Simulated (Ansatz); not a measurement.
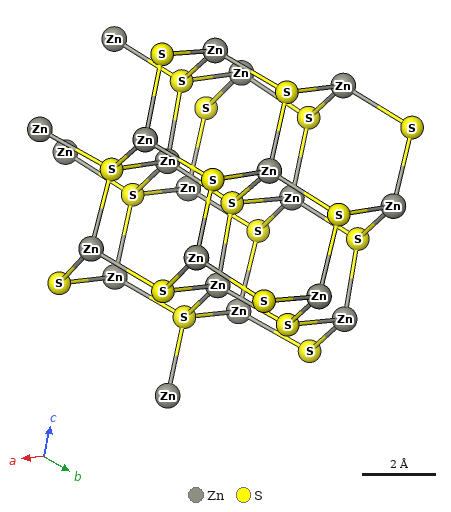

This is the input geometry for a relaxation of solid ZnS (set up in P1). The picture is a ball-and-stick view of the atoms within 5.8 Å of the atom that moves most (axes of the cell of the calculation), seen from a free direction.

All numbers below come from DFT PBEsol, scalar-relativistic, plane waves, PAW (Ansatz 0.2.0).

Input file:
```yaml
crystal:
  lattice:
    - [-5.3561494797, -5.3561494797, 5.3561494797]
    - [5.3561494797, 5.3561494797, 5.3561494797]
    - [-5.3561494797, 5.3561494797, -5.3561494797]
  atoms:
    - { symbol: Zn, position: [0.2464019828, 0.4976403363, 0.24148852] }
    - { symbol: Zn, position: [0.4964005045, 0.4991348423, -0.0010822696] }
    - { symbol: Zn, position: [0.2444608013, 0.7438042634, -0.0013213893] }
    - { symbol: Zn, position: [0.7497208227, 0.5032820981, 0.7474524522] }
    - { symbol: Zn, position: [0.5027427307, 0.7501901935, 0.7485469585] }
    - { symbol: Zn, position: [0.2526504123, -0.0022794384, 0.7452549595] }
    - { symbol: Zn, position: [0.0137044992, 0.5091790424, 0.5086802666] }
    - { symbol: Zn, position: [0.7544939096, 0.7582815378, 0.5118294824] }
    - { symbol: Zn, position: [0.4977701435, 0.0076684054, 0.4940957116] }
    - { symbol: Zn, position: [0.2497731267, 0.2528942098, 0.5039318682] }
    - { symbol: Zn, position: [0.0041041193, 0.7584583505, 0.2584051647] }
    - { symbol: Zn, position: [0.755474298, 0.008044693, 0.2547630842] }
    - { symbol: Zn, position: [0.4992034126, 0.2548727044, 0.2563945815] }
    - { symbol: Zn, position: [-0.0053608295, -0.0002077727, -0.0022590615] }
    - { symbol: Zn, position: [0.7551139062, 0.2611783325, 0.0093214526] }
    - { symbol: Zn, position: [-0.0014343779, 0.2541970639, 0.7489587426] }
    - { symbol: S, position: [-0.0021499444, 0.2505615962, 0.0058883855] }
    - { symbol: S, position: [0.2457267625, 0.2486110001, 0.7449867386] }
    - { symbol: S, position: [-0.0083366721, 0.4965007624, 0.7437757735] }
    - { symbol: S, position: [0.5006375801, 0.251246035, 0.4960172195] }
    - { symbol: S, position: [0.2549566063, 0.5067133518, 0.5002769942] }
    - { symbol: S, position: [-0.0040140731, 0.7394973427, 0.4962149319] }
    - { symbol: S, position: [0.7510630829, 0.2425663728, 0.2476030449] }
    - { symbol: S, position: [0.5023853903, 0.5013836191, 0.2495295926] }
    - { symbol: S, position: [0.2470906187, 0.7528163902, 0.2494758272] }
    - { symbol: S, position: [-0.0029266764, -0.0124837657, 0.2469762584] }
    - { symbol: S, position: [0.7466948112, 0.4979887869, -0.0010355206] }
    - { symbol: S, position: [0.5066856127, 0.7569476948, 0.001638207] }
    - { symbol: S, position: [0.2460279613, 0.0017181186, 0.0007819184] }
    - { symbol: S, position: [0.7522297527, 0.7528740054, 0.7524696199] }
    - { symbol: S, position: [0.4980505325, -0.0005074164, 0.7539376998] }
    - { symbol: S, position: [0.7496298222, -0.000942596, 0.4972238036] }
basis:
  ecutwfc: 420
  xc_grid: 2
kpoints:
  mp_grid: { grid: [2, 2, 2], shift: [0.5, 0.5, 0.5] }
hamiltonian:
  xc: pbesol
scf:
  occupations: { method: gaussian, width: 0.02 }
output:
  forces: true
  stress: false
  eigenvalues: true
relax:
  adjacent_minimum: "off"
  f_tol: 0.03
  max_steps: 25
```

Launched with:
```bash
ansatz run input.yaml --threads 8 --pin off --max-ram 16384MiB --backend cpu --events-out ev --progress --plain --runs-dir out
```

Question: Where does the relaxation end?

Answer: The energy falls by 17.1 meV per atom in 2 accepted moves (3 points after the start). The largest force component goes from 1.1 to 0.008 eV/Å. 1 step only repeated the SCF at the same geometry. The atom that moves furthest is S26 (0.11 Å roughly along [1 3 1]). Largest moves by element: S 0.11 Å, Zn 0.10 Å. The cell doesn't change. Near-neighbour distances that change, for instance: Zn11–S26 2.184 → 2.317 Å, Zn7–S23 2.444 → 2.320 Å, Zn12–S23 2.212 → 2.319 Å, Zn13–S20 2.230 → 2.319 Å. Bond angles that change, for instance: S22–Zn8–S24 104.2° → 109.4°, S19–Zn7–S21 114.4° → 109.5°, S22–Zn11–S26 114.5° → 109.6°. The space group (tolerance 0.01 Å) goes from P1 (No. 1) to F-43m (No. 216). The run took 36 s on 8 threads of Arm Neoverse V2 (shared host), peak memory 2.2 GiB.

After the run, drawn alike:

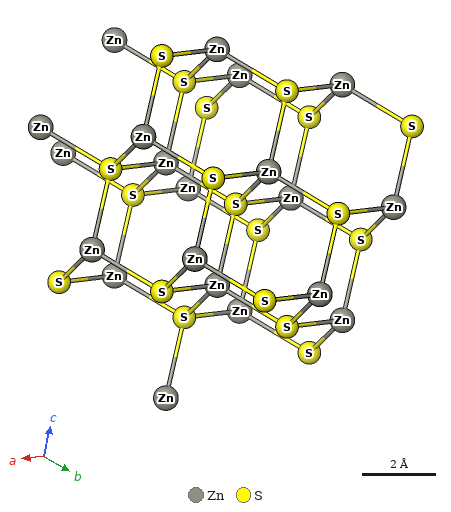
